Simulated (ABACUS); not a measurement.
**Band-structure run of CsI**

- system: CsI (2 atoms in the cell)
- method: Kohn-Sham DFT of a periodic cell, LDA, GBRV ultrasoft 1.5 LDA, no spin polarisation (ABACUS 3.10.1)

The structure derives from an entry of the Crystallography Open Database. It belongs to a series of runs on one base structure; here: bands on the converged density.

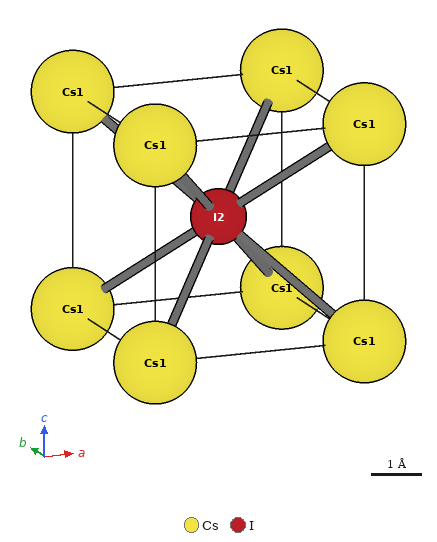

Figure 1. The structure as given in the input (ball-and-stick view of the cell of the calculation, seen slightly off an axis; atoms are numbered from 1 in the order of the input).

## Results in brief

| quantity | value |
| --- | --- |
| outcome | converged |
| space group (tolerance 0.01 Å) | Pm-3m (221) |
| electrons treated | 16 |
| Fermi energy of the self-consistent step | 4.938 eV |
| gap on the band path | 3.53 eV |
| hardware | 4 threads of Intel Xeon @ 2.90GHz (Ice Lake), 192 GiB of memory available, shared host |
| wall time | 10 s (CPU time 41 s) |
| peak memory | 1.1 GiB |

## The input
```
INPUT_PARAMETERS
suffix              CsI
calculation         nscf
basis_type          pw
pseudo_dir          ./
symmetry            -1
dft_functional      pz
ecutwfc             40.0
pseudo_rcut         10
nspin               1
nbands              18
ks_solver           dav
smearing_method     fd
smearing_sigma      0.00367493
scf_thr             1e-08
scf_nmax            100
mixing_type         broyden
mixing_beta         0.7
ecutrho             320.0
init_chg            file
pw_diag_thr         1e-07
out_band            1
kpar                4
```

## File STRU
```
ATOMIC_SPECIES
Cs 132.9055 cs_lda_v1.uspp.F.UPF
I 126.9045 i_lda_v1.uspp.F.UPF

LATTICE_CONSTANT
1.8897261246

LATTICE_VECTORS
4.5667000000 0.0000000000 0.0000000000
0.0000000000 4.5667000000 0.0000000000
0.0000000000 0.0000000000 4.5667000000

ATOMIC_POSITIONS
Direct

Cs
0.0
1
0.0000000000 0.0000000000 0.0000000000 1 1 1

I
0.0
1
0.5000000000 0.5000000000 0.5000000000 1 1 1
```

## File KPT
```
K_POINTS
8
Line
0.00000000 0.00000000 0.00000000 10 // G
0.00000000 0.50000000 0.00000000 10 // X
0.50000000 0.50000000 0.00000000 10 // M
0.00000000 0.00000000 0.00000000 10 // G
0.50000000 0.50000000 0.50000000 10 // R
0.00000000 0.50000000 0.00000000 1 // X
0.50000000 0.50000000 0.00000000 10 // M
0.50000000 0.50000000 0.50000000 1 // R
```

Run as:
```bash
OMP_NUM_THREADS=1 mpirun -np 4 abacus > log
```

## The program's output
```
ABACUS v3.10.1

               Atomic-orbital Based Ab-initio Computation at UStc

 ------------------------------------------------------------------------------------

 READING GENERAL INFORMATION
                           global_out_dir = OUT.CsI/
                           global_in_card = INPUT
                               pseudo_dir = ./
                              orbital_dir =
                                    DSIZE = 4
                                    GSIZE = 1

 READING UNITCELL INFORMATION
                                    ntype = 2
                  lattice constant (Bohr) = 1.88973
              lattice constant (Angstrom) = 1

 READING ATOM TYPE 1
                               atom label = Cs
                      L=0, number of zeta = 1
                      L=1, number of zeta = 1
                      L=2, number of zeta = 1
             number of atom for this type = 1

 READING ATOM TYPE 2
                               atom label = I
                      L=0, number of zeta = 1
                      L=1, number of zeta = 1
                      L=2, number of zeta = 1
             number of atom for this type = 1

                        TOTAL ATOM NUMBER = 2
DIRECT COORDINATES
    atom                   x                   y                   z     mag                  vx                  vy                  vz
taud_Cs1            0.0000000000        0.0000000000        0.0000000000  0.0000        0.0000000000        0.0000000000        0.0000000000
taud_I1            0.5000000000        0.5000000000        0.5000000000  0.0000        0.0000000000        0.0000000000        0.0000000000

                          Volume (Bohr^3) = 642.694
                             Volume (A^3) = 95.2373

 Lattice vectors: (Cartesian coordinate: in unit of a_0)
              +4.5667                  +0                  +0
                   +0             +4.5667                  +0
                   +0                  +0             +4.5667
 Reciprocal vectors: (Cartesian coordinate: in unit of 2 pi/a_0)
            +0.218977                  -0                  +0
                   -0           +0.218977                  -0
                   +0                  -0           +0.218977
 The esolver type has been set to : ksdft_pw

                PAO radial cut off (Bohr) = 10

 Read in pseudopotential file is cs_lda_v1.uspp.F.UPF
                     pseudopotential type = US
          exchange-correlation functional = PZ
                 nonlocal core correction = 1
                        valence electrons = 9
                                     lmax = 2
                           number of zeta = 5
                     number of projectors = 6
                           L of projector = 0
                           L of projector = 0
                           L of projector = 1
                           L of projector = 1
                           L of projector = 2
                           L of projector = 2
                PAO radial cut off (Bohr) = 10

 Read in pseudopotential file is i_lda_v1.uspp.F.UPF
                     pseudopotential type = US
          exchange-correlation functional = PZ
                 nonlocal core correction = 1
                        valence electrons = 7
                                     lmax = 2
                           number of zeta = 2
                     number of projectors = 6
                           L of projector = 0
                           L of projector = 0
                           L of projector = 1
                           L of projector = 1
                           L of projector = 2
                           L of projector = 2
     initial pseudo atomic orbital number = 17

 SETUP THE ELECTRONS NUMBER
            electron number of element Cs = 9
      total electron number of element Cs = 9
             electron number of element I = 7
       total electron number of element I = 7
            AUTOSET number of electrons:  = 16
                           occupied bands = 8
                                   NBANDS = 18
                                   NLOCAL = 18

%%%%%%%%%%%%%%%%%%%%%%%%%%%%%%%%%%%%%%%%%%%%%%%%%%%%%%%%%%%%%%%%%%%%%%%%%%%%%%%%%%%%%%%%%%%%%%%%%%%%%%%%%%
 Warning: the number of valence electrons in pseudopotential > 1 for Cs: [Xe] 6s1
 Pseudopotentials with additional electrons can yield (more) accurate outcomes, but may be less efficient.
 If you're confident that your chosen pseudopotential is appropriate, you can safely ignore this warning.
%%%%%%%%%%%%%%%%%%%%%%%%%%%%%%%%%%%%%%%%%%%%%%%%%%%%%%%%%%%%%%%%%%%%%%%%%%%%%%%%%%%%%%%%%%%%%%%%%%%%%%%%%%

 SETUP THE PLANE WAVE BASIS
 energy cutoff for charge/potential (unit:Ry) = 160
            fft grid for charge/potential = [ 36, 36, 36 ]
                        fft grid division = [ 1, 1, 1 ]
        big fft grid for charge/potential = [ 50, 50, 50 ]
                                     nbxx = 125000
                                     nrxx = 46656

 SETUP PLANE WAVES FOR CHARGE/POTENTIAL
                    number of plane waves = 21975
                         number of sticks = 949

 PARALLEL PW FOR CHARGE/POTENTIAL
     PROC   COLUMNS(POT)             PW
        1            949          21975
 --------------- sum -------------------
        1            949          21975
                            number of |g| = 254
                                  max |g| = 14.4332
                                  min |g| = 0

 energy cutoff for dense charge/potential (unit:Ry) = 320
      fft grid for dense charge/potential = [ 50, 50, 50 ]
                                     nrxx = 125000

 SETUP PLANE WAVES FOR dense CHARGE/POTENTIAL
                    number of plane waves = 62213
                         number of sticks = 1893

 PARALLEL PW FOR dense CHARGE/POTENTIAL
     PROC   COLUMNS(POT)             PW
        1           1893          62213
 --------------- sum -------------------
        1           1893          62213
                            number of |g| = 506
                                  max |g| = 28.9143
                                  min |g| = 0

----------- Double Check Mixing Parameters Begin ------------
mixing_type: broyden
mixing_beta: 0.7
mixing_gg0: 1
mixing_gg0_min: 0.1
mixing_ndim: 8
----------- Double Check Mixing Parameters End ------------

 SETUP K-POINTS
                                    nspin = 1
                                   nkstot = 62
K-POINTS DIRECT COORDINATES
 KPOINTS    DIRECT_X    DIRECT_Y    DIRECT_Z  WEIGHT
       1  0.00000000  0.00000000  0.00000000  1.0000
       2  0.00000000  0.05000000  0.00000000  1.0000
       3  0.00000000  0.10000000  0.00000000  1.0000
       4  0.00000000  0.15000000  0.00000000  1.0000
       5  0.00000000  0.20000000  0.00000000  1.0000
       6  0.00000000  0.25000000  0.00000000  1.0000
       7  0.00000000  0.30000000  0.00000000  1.0000
       8  0.00000000  0.35000000  0.00000000  1.0000
       9  0.00000000  0.40000000  0.00000000  1.0000
      10  0.00000000  0.45000000  0.00000000  1.0000
      11  0.00000000  0.50000000  0.00000000  1.0000
      12  0.05000000  0.50000000  0.00000000  1.0000
      13  0.10000000  0.50000000  0.00000000  1.0000
      14  0.15000000  0.50000000  0.00000000  1.0000
      15  0.20000000  0.50000000  0.00000000  1.0000
      16  0.25000000  0.50000000  0.00000000  1.0000
      17  0.30000000  0.50000000  0.00000000  1.0000
      18  0.35000000  0.50000000  0.00000000  1.0000
      19  0.40000000  0.50000000  0.00000000  1.0000
      20  0.45000000  0.50000000  0.00000000  1.0000
      21  0.50000000  0.50000000  0.00000000  1.0000
      22  0.45000000  0.45000000  0.00000000  1.0000
      23  0.40000000  0.40000000  0.00000000  1.0000
      24  0.35000000  0.35000000  0.00000000  1.0000
      25  0.30000000  0.30000000  0.00000000  1.0000
      26  0.25000000  0.25000000  0.00000000  1.0000
      27  0.20000000  0.20000000  0.00000000  1.0000
      28  0.15000000  0.15000000  0.00000000  1.0000
      29  0.10000000  0.10000000  0.00000000  1.0000
      30  0.05000000  0.05000000  0.00000000  1.0000
[... 32 further k points ...]

           k-point number in this process = 16
       minimum distributed K point number = 15

[... K-POINTS CARTESIAN COORDINATES: 16 rows ...]

[... K-POINTS DIRECT COORDINATES: 16 rows ...]

 SETUP PLANE WAVES FOR WAVE FUNCTIONS
     energy cutoff for wavefunc (unit:Ry) = 40
              fft grid for wave functions = [ 36, 36, 36 ]
                    number of plane waves = 3287
                         number of sticks = 277

 PARALLEL PW FOR WAVE FUNCTIONS
     PROC   COLUMNS(POT)             PW
        1            277           3287
 --------------- sum -------------------
        1            277           3287

 SETUP NONLOCAL PSEUDOPOTENTIALS IN PLANE WAVE BASIS
 Cs non-local projectors:
 projector 1 L=0
 projector 2 L=0
 projector 3 L=1
 projector 4 L=1
 projector 5 L=2
 projector 6 L=2
 I non-local projectors:
 projector 1 L=0
 projector 2 L=0
 projector 3 L=1
 projector 4 L=1
 projector 5 L=2
 projector 6 L=2
      TOTAL NUMBER OF NONLOCAL PROJECTORS = 36

 Init Non-Local PseudoPotential table :
 Init Non-Local-Pseudopotential done.

                                     npwx = 2777

 Make real space PAO into reciprocal space.
       max mesh points in Pseudopotential = 771
     dq(describe PAO in reciprocal space) = 0.01
                                    max q = 763

 number of pseudo atomic orbitals for Cs is 5
WARNING: norm of atomic wavefunction # 3 of atomic type Cs is 0.950084, renormalized
WARNING: norm of atomic wavefunction # 4 of atomic type Cs is 0.983953, renormalized
WARNING: norm of atomic wavefunction # 5 of atomic type Cs is 0.89091, renormalized

 number of pseudo atomic orbitals for I is 2
WARNING: norm of atomic wavefunction # 2 of atomic type I is 0.999991, renormalized

 -------------------------------------------
 NONSELF-CONSISTENT
 -------------------------------------------
                                 init_chg = file
 try to read charge from file
 Read in the charge density: OUT.CsI//CsI-CHARGE-DENSITY.restart

 PW ALGORITHM --------------- ION=   1  ELEC=   1--------------------------------
 k(1/62) Iter steps (avg)=30 threshold=1e-07
 k(2/62) Iter steps (avg)=29 threshold=1e-07
 k(3/62) Iter steps (avg)=26 threshold=1e-07
 k(4/62) Iter steps (avg)=21 threshold=1e-07
 k(5/62) Iter steps (avg)=15 threshold=1e-07
 k(6/62) Iter steps (avg)=23 threshold=1e-07
 k(7/62) Iter steps (avg)=17 threshold=1e-07
 k(8/62) Iter steps (avg)=15 threshold=1e-07
 k(9/62) Iter steps (avg)=15 threshold=1e-07
 k(10/62) Iter steps (avg)=16 threshold=1e-07
 k(11/62) Iter steps (avg)=16 threshold=1e-07
 k(12/62) Iter steps (avg)=15 threshold=1e-07
 k(13/62) Iter steps (avg)=15 threshold=1e-07
 k(14/62) Iter steps (avg)=14 threshold=1e-07
 k(15/62) Iter steps (avg)=15 threshold=1e-07
 k(16/62) Iter steps (avg)=14 threshold=1e-07
[... levels at 16 k points of this process ...]

 Density error is 0.00000000000
                          Error Threshold = 1.00000000000e-07
----------------------------------------------------------
     Energy           Rydberg                 eV
----------------------------------------------------------
 E_KohnSham     -127.9514766436      -1740.8691498662
 E_KS(sigma->0) -127.9514766436      -1740.8691498662
 E_Harris       -127.9514766436      -1740.8691498662
 E_band         -4.6797848561        -63.6717394566
 E_one_elec     -3.9711406877        -54.0301409125
 E_Hartree      8.1235574227         110.5266689785
 E_xc           -77.6539715736       -1056.5364857314
 E_Ewald        -54.4499218049       -740.8291922007
 E_entropy(-TS) -0.0000000000        -0.0000000000
 E_descf        0.0000000000         0.0000000000
 E_exx          0.0000000000         0.0000000000
 E_Fermi        0.3860940311         5.2530787872
----------------------------------------------------------

 charge density convergence is achieved
 final etot is -1740.8691499 eV
 EFERMI = 5.2530787872 eV

 STATE ENERGY(eV) AND OCCUPATIONS    NSPIN == 1
 1/16 kpoint (Cartesian) = 0.0000 0.0000 0.0000 (2777 pws)
       1       -17.5556      0.0322581
       2       -7.92281      0.0322581
       3       -4.18708      0.0322581
       4       -4.18708      0.0322581
       5       -4.18708      0.0322581
       6        2.75053      0.0322581
       7        2.75053      0.0322581
       8        2.75053      0.0322581
       9        6.36522    7.05898e-12
      10        6.82584    7.04362e-16
      11        6.82584    7.04362e-16
      12        10.5537    2.93893e-48
      13        10.5537    2.93893e-48
      14        10.5537    2.93893e-48
      15        13.0178    1.16241e-69
      16        13.0178    1.16241e-69
      17        14.2703    1.53374e-80
      18        14.2703    1.53374e-80

 2/16 kpoint (Cartesian) = 0.0000 0.010949 0.0000 (2765 pws)
       1       -17.5550      0.0322581
       2       -7.92292      0.0322581
       3       -4.19173      0.0322581
       4       -4.18547      0.0322581
       5       -4.18547      0.0322581
       6        2.69446      0.0322581
       7        2.74684      0.0322581
       8        2.74684      0.0322581
       9        6.43165    1.86928e-12
      10        6.84082    5.22050e-16
      11        6.88244    2.27076e-16
      12        10.5393    3.91753e-48
      13        10.5393    3.91752e-48
      14        10.5652    2.33626e-48
      15        12.7751    1.48921e-67
      16        13.0526    5.78882e-70
      17        14.3281    4.83322e-81
      18        14.3281    4.83315e-81

 3/16 kpoint (Cartesian) = 0.0000 0.021898 0.0000 (2765 pws)
       1       -17.5532      0.0322581
       2       -7.92329      0.0322581
       3       -4.20497      0.0322581
       4       -4.18076      0.0322581
       5       -4.18076      0.0322581
       6        2.54217      0.0322581
       7        2.73608      0.0322581
       8        2.73608      0.0322581
       9        6.61276    4.99550e-14
      10        6.88555    2.13409e-16
      11        7.05177    7.68089e-18
      12        10.5023    8.20436e-48
      13        10.5023    8.20435e-48
      14        10.5992    1.18202e-48
      15        12.3069    1.73673e-63
      16        13.1569    7.19236e-71
      17        14.3273    4.90830e-81
      18        14.3273    4.90819e-81

 4/16 kpoint (Cartesian) = 0.0000 0.032846 0.0000 (2761 pws)
       1       -17.5504      0.0322581
       2       -7.92400      0.0322581
       3       -4.22489      0.0322581
       4       -4.17341      0.0322581
       5       -4.17341      0.0322581
       6        2.32913      0.0322581
       7        2.71916      0.0322581
       8        2.71916      0.0322581
       9        6.87235    2.77885e-16
      10        6.95937    4.87482e-17
      11        7.32610    3.18152e-20
      12        10.4576    2.00627e-47
      13        10.4576    2.00627e-47
      14        10.6547    3.89409e-49
      15        11.8036    4.09080e-59
      16        13.3280    2.34737e-72
      17        13.9092    2.10076e-77
      18        13.9092    2.10075e-77

 5/16 kpoint (Cartesian) = 0.0000 0.043795 0.0000 (2773 pws)
       1       -17.5469      0.0322581
       2       -7.92510      0.0322581
       3       -4.24877      0.0322581
       4       -4.16409      0.0322581
       5       -4.16409      0.0322581
       6        2.09106      0.0322581
       7        2.69759      0.0322581
       8        2.69759      0.0322581
       9        7.06101    6.38418e-18
      10        7.18494    5.35392e-19
      11        7.68075    2.64347e-23
      12        10.4217    4.11924e-47
      13        10.4217    4.11924e-47
      14        10.7296    8.71646e-50
      15        11.3115    7.69516e-55
      16        13.4413    2.43559e-73
      17        13.4413    2.43558e-73
      18        13.5456    3.02611e-74

 6/16 kpoint (Cartesian) = 0.0000 0.054744 0.0000 (2737 pws)
       1       -17.5429      0.0322581
       2       -7.92660      0.0322581
       3       -4.27368      0.0322581
       4       -4.15370      0.0322581
       5       -4.15370      0.0322581
       6        1.85546      0.0322581
       7        2.67335      0.0322581
       8        2.67335      0.0322581
       9        7.18816    5.02051e-19
      10        7.53782    4.60883e-22
      11        8.07941    9.10882e-27
      12        10.4076    5.45839e-47
      13        10.4076    5.45839e-47
      14        10.8202    1.42230e-50
      15        10.8463    8.44464e-51
      16        12.9946    1.84616e-69
      17        12.9946    1.84615e-69
      18        13.5759    1.64894e-74

[... levels at 10 further k points ...]

 --------------------------------------------
 !FINAL_ETOT_IS -1740.869149866237 eV
 --------------------------------------------

 Output bands in file: OUT.CsI/BANDS_1.dat
```

## Standard output
```
ABACUS v3.10.1

               Atomic-orbital Based Ab-initio Computation at UStc

%%%%%%%%%%%%%%%%%%%%%%%%%%%%%%%%%%%%%%%%%%%%%%%%%%%%%%%%%%%%%%%%%%%%%%%%%%%%%%%%%%%%%%%%%%%%%%%%%%%%%%%%%
 Warning: the number of valence electrons in pseudopotential > 1 for Cs: [Xe] 6s1
 Pseudopotentials with additional electrons can yield (more) accurate outcomes, but may be less efficient.
 If you're confident that your chosen pseudopotential is appropriate, you can safely ignore this warning.
%%%%%%%%%%%%%%%%%%%%%%%%%%%%%%%%%%%%%%%%%%%%%%%%%%%%%%%%%%%%%%%%%%%%%%%%%%%%%%%%%%%%%%%%%%%%%%%%%%%%%%%%%

 UNIFORM GRID DIM        : 36 * 36 * 36
 UNIFORM GRID DIM(BIG)   : 50 * 50 * 50
 UNIFORM GRID DIM(DENSE) : 50 * 50 * 50
 ---------------------------------------------------------
 ---------------------------------------------------------
 SPIN    KPOINTS         PROCESSORS  THREADS
 1       62              4           4
 ---------------------------------------------------------
 Use plane wave basis
 ---------------------------------------------------------
 ELEMENT NATOM       XC
 Cs      1
 I       1
 ---------------------------------------------------------
 Initial plane wave basis and FFT box
 ---------------------------------------------------------
 -------------------------------------------
 NONSELF-CONSISTENT :
 -------------------------------------------
 START CHARGE      : file
 ITER       ETOT/eV          EDIFF/eV         DRHO     TIME/s
 DA1     -1.74086915e+03   0.00000000e+00   0.0000e+00   5.08
```
